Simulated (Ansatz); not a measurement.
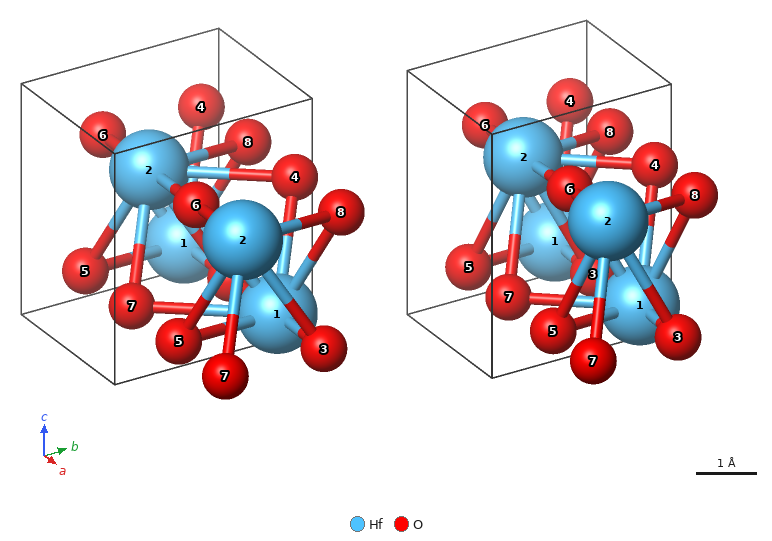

Two geometries of a crystal of HfO3 (built on the Ni3Sn (D0_19)_194 type) (coarse preliminary run), drawn at one scale. One is the start of a relaxation, the other its converged end. The picture is a ball-and-stick view of the cell of the calculation, repeated 2 × 1 × 1 with one cell outlined, seen slightly off an axis.

The calculation used DFT PBE, scalar-relativistic, plane waves, PAW in Ansatz. Settings: plane-wave cutoff 420 eV; k-point mesh 6 × 6 × 4; occupations gaussian; smearing width 0.1 eV; no spin polarisation; cell and atoms relaxed; force threshold 0.04 eV/Å; at most 70 steps.

> Which one is relaxed?

The right one is the relaxed one. Case: Ni3Sn (D0_19) type (P6_3/mmc, No. 194). Over 6 accepted moves (8 points after the start) the energy falls by 2.616 eV per cell of the calculation. Largest force component: 2.3 eV/Å at the start, 0.007 eV/Å at the end. Pressure: −25.13 GPa at the start and 0.04 GPa at the end. The SCF was repeated twice at an unchanged geometry on a basis and grid sized afresh for the cell, which shifted the energy by 8.5 meV per cell of the calculation at most. The largest moves relative to the cell, 0.069 Å, are those of O3, O4, O5, O6, O7 and O8. O3 goes along [−1 −2 0]. Hf stays in place. The volume changes by −13.0 %, with a = b 4.976 → 4.516 Å (−9.2 %), c 3.994 → 4.218 Å (+5.6 %). Near-neighbour distances that change, for instance: Hf1–O3 2.488 → 2.259 Å, Hf1–Hf2 3.498 → 3.354 Å, Hf1–O4 2.458 → 2.443 Å. Bond angles that change, for instance: Hf2–O7–Hf2 108.7° → 119.4°, Hf1–O7–Hf1 179.9° → 176.4°. The space group stays P6_3/mmc (No. 194). Cost: 59 s on 1 thread of Arm Neoverse V1 (shared host), peak memory 0.39 GiB.

Limits of the set-up: the k-point mesh is coarse for a cell with partly filled bands.
